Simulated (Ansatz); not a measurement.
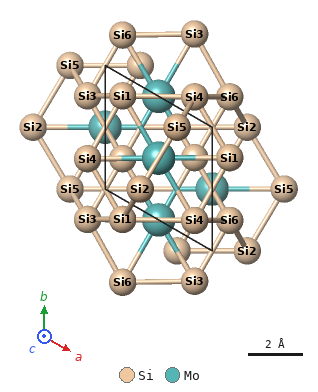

This is the input geometry for a relaxation of crystalline Si2Mo (built on the database structure type). A ball-and-stick model of the cell of the calculation, seen along the c axis.

Method: DFT, PBE, plane waves, PAW in Ansatz.

Input
```yaml
crystal:
  lattice:
    - [4.5854715599, 0.0, 0.0]
    - [-2.29273578, 3.9711348592, 0.0]
    - [0.0, 0.0, 6.5797601]
  atoms:
    - { symbol: Si, position: [0.16387298, 0.83612702, 0.83333333] }
    - { symbol: Si, position: [0.32774596, 0.16387298, 0.16666667] }
    - { symbol: Si, position: [0.83612702, 0.67225404, 0.5] }
    - { symbol: Si, position: [0.83612702, 0.16387298, 0.83333333] }
    - { symbol: Si, position: [0.67225404, 0.83612702, 0.16666667] }
    - { symbol: Si, position: [0.16387298, 0.32774596, 0.5] }
    - { symbol: Mo, position: [0.5, 0.0, 0.5] }
    - { symbol: Mo, position: [0.0, 0.5, 0.16666667] }
    - { symbol: Mo, position: [0.5, 0.5, 0.83333333] }
kpoints:
  mp_grid: { grid: [6, 6, 4] }
hamiltonian:
  xc: pbe
scf:
  occupations: { method: fermi_dirac, width: 0.02 }
relax:
  f_tol: 0.005
  cell: {}
```

Launched with:
```bash
ansatz run input.yaml --threads 4 --pin off --max-ram 7372MiB --backend cpu --events-out ev --progress --plain --runs-dir out
```

> Predict the outcome.

The atoms keep their places relative to the cell (all moves are under 0.005 Å). The drawn cell changes as follows: a = b 4.585 → 4.613 Å (+0.6 %), c 6.580 → 6.610 Å (+0.5 %); the volume changes by +1.7 %. Some distances before and after: Si1–Si4 2.603 → 2.620 Å, Si1–Mo9 2.636 → 2.653 Å, Si1–Mo9 (another image) 2.670 → 2.685 Å, Si1–Si4 (another image) 2.670 → 2.685 Å. The space group stays P6_222 (No. 180). The energy falls by 2.4 meV per atom in 3 accepted moves (4 points after the start). The largest force component goes from 0.0098 to 0.0011 eV/Å. The pressure goes from 3.53 to 0.01 GPa. At 1 point the geometry stayed and the basis and grid were re-selected for the new cell (energy shift of 0.1 meV per atom at most each time).
